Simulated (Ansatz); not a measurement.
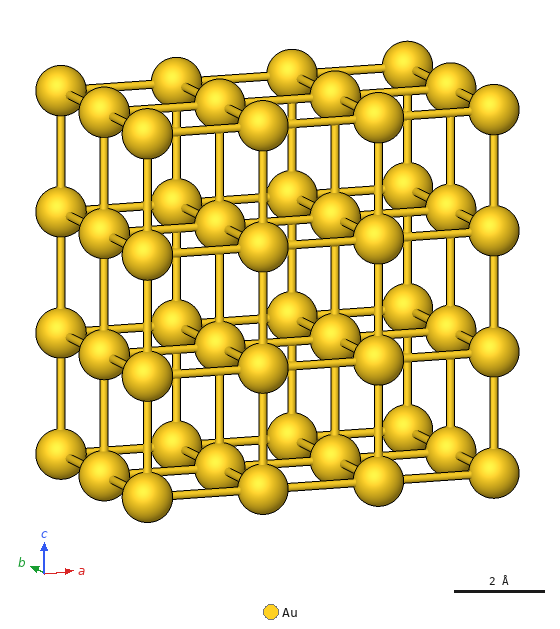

This is solid Au (a generated structure, set up in Pm-3m). Style: ball-and-stick. Shown: the cell of the calculation, repeated 3 × 2 × 3 with one cell outlined, slightly off an axis.

Method: DFT, PBE, all-electron PAW with datasets made for the crystal, scalar-relativistic in Ansatz 0.2.0. Set-up: plane-wave cutoff 260 eV; k-point mesh 12 × 12 × 12; occupations fermi dirac; smearing width 0.08 eV; no spin polarisation.

Now this is done to it. All lengths are scaled by +2.0 % (volume +6.0 %), the atoms keeping their fractional coordinates. No relaxation follows.

Input file:
```yaml
crystal:
  lattice:
    - [2.8017749104, 0.0, 0.0]
    - [0.0, 2.8017749104, 0.0]
    - [0.0, 0.0, 2.8017749104]
  atoms:
    - { symbol: Au, position: [0.0, 0.0, 0.0] }
kpoints:
  mp_grid: { grid: [12, 12, 12] }
scf:
  occupations: { method: fermi_dirac, width: 0.08 }
hamiltonian:
  xc: pbe
  pseudopotentials: { kind: all_electron, datasets: crystal }
output:
  forces: true
  stress: true
  eigenvalues: true
  efg: { contact_densities: true }
```

Launched with:
```bash
ansatz run input.yaml --threads 1 --pin off --max-ram 2048MiB --backend cpu --events-out ev --progress --plain --runs-dir out
```

What is the effect?

It costs 21.4 meV per atom. Pressure: 0.0 GPa before, −5.2 GPa after. All forces vanish by symmetry. Some distances before and after: Au–Au 2.748 → 2.802 Å. The space group stays Pm-3m (No. 221).

Drawn alike, the variant:

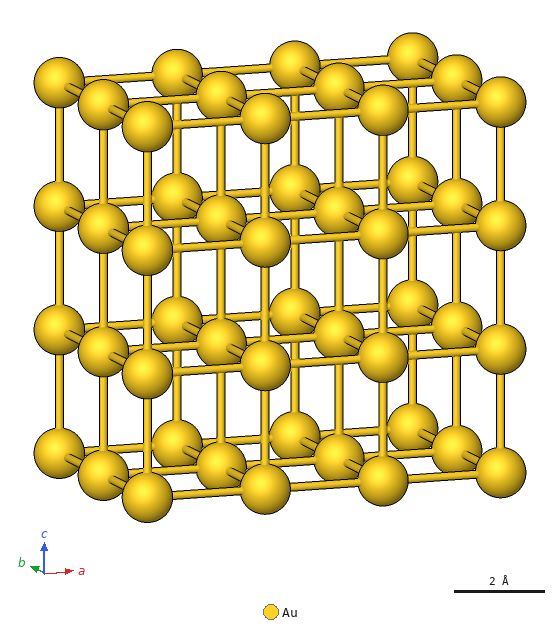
